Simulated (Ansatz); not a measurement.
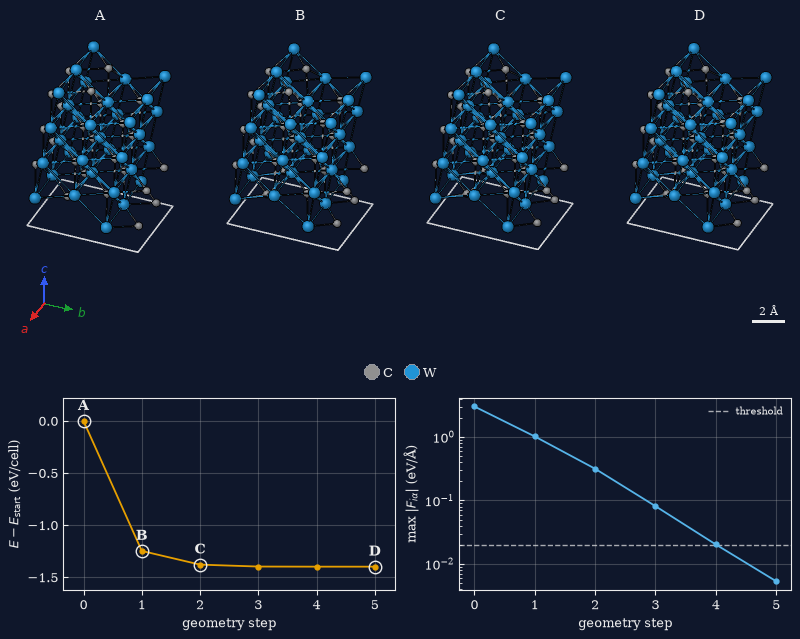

Frames of a relaxation of a slab of composition WC (cut from the P-6m2 phase), marked on the history of the run. The picture is a ball-and-stick view of the 2 × 1 repeat of the cell, outlined in the plane, without the vacuum (origin shifted), seen from a free direction.

The slab is the (2 1 0) face of WC.

Level of theory: Ansatz 0.2.0, DFT PBE, scalar-relativistic, plane waves, PAW. (plane-wave cutoff 420 eV; k-point mesh 12 × 5 × 1; occupations gaussian; smearing width 0.1 eV; no spin polarisation; dipole correction; atoms relaxed in a fixed cell; force threshold 0.02 eV/Å; at most 60 steps)

> Describe the path.

The energy falls by 1.397 eV per cell of the calculation in 5 geometry steps. The largest force component goes from 3 to 0.0053 eV/Å. The largest move relative to the layer's centre is that of a C atom, 0.26 Å at 57° to the normal (−c side). By element the largest moves are C 0.26 Å, W 0.15 Å. The cell doesn't change. Among the contacts that change: C–W 2.207 → 2.034 Å, W–W 2.922 → 2.811 Å, C–W 2.207 → 2.121 Å, W–W 2.922 → 2.860 Å. Bond angles that change, for instance: W–C–W 135.1° → 145.3°, W–C–W 135.1° → 144.2°, W–C–W 80.3° → 88.8°. From step 0 to 1: C atoms move most (0.19 Å), energy −1.246 eV per cell of the calculation. From step 1 to 2: a W atom moves most (0.09 Å), energy −0.131 eV per cell of the calculation. From step 2 to 5: a W atom moves most (0.03 Å), energy −19.7 meV per cell of the calculation.
